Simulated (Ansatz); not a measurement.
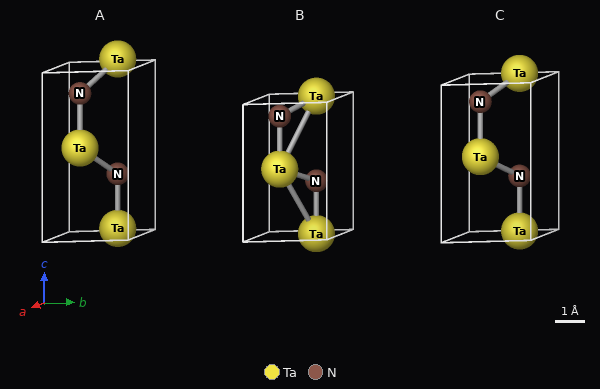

3 geometries from one relaxation of a crystal of TaN (set up in P6_3mc) (coarse preliminary run), in shuffled order. Style: ball-and-stick. Shown: the cell of the calculation, slightly off an axis.

These are results of DFT r2SCAN, scalar-relativistic, plane waves, PAW (Ansatz), not measurements. (plane-wave cutoff 500 eV; k-point mesh 6 × 6 × 4; occupations gaussian; smearing width 0.1 eV; no spin polarisation; cell and atoms relaxed; force threshold 0.05 eV/Å; at most 80 steps)

Question: Put them in the order of the run, from the start to the converged end.

Answer: B, C, A. They are steps 0, 3, 11, at +1362 meV per atom, +92.1 meV per atom relative to the last. The largest moves relative to the cell, 0.19 Å, are those of Ta and N atoms. By element the largest moves are N 0.19 Å, Ta 0.19 Å. The drawn cell changes as follows: a = b 3.050 → 3.133 Å (+2.7 %), c 4.940 → 6.088 Å (+23.2 %); the volume changes by +30.0 %. Some distances before and after: Ta–Ta 3.033 → 3.541 Å, N–Ta 1.850 → 2.108 Å, Ta–Ta 3.050 → 3.133 Å, N–Ta 1.902 → 1.961 Å. Among the angles between lasting bonds that change: Ta–N–Ta 111.0° → 96.0°, Ta–N–Ta 107.9° → 120.9°. The space group stays P6_3mc (No. 186). After 9 accepted moves (11 points after the start) the energy has fallen by 1362 meV per atom. The largest force component goes from 2.3 to 0.00061 eV/Å. The pressure goes from 134.45 to 0.08 GPa. The SCF was repeated twice at an unchanged geometry on a basis and grid sized afresh for the cell, which shifted the energy by 9.0 meV per atom at most. Cost: 28 s on 1 thread of Intel(R) Xeon(R) 6975P-C (Granite Rapids), with other jobs on the host, peak memory 0.48 GiB.
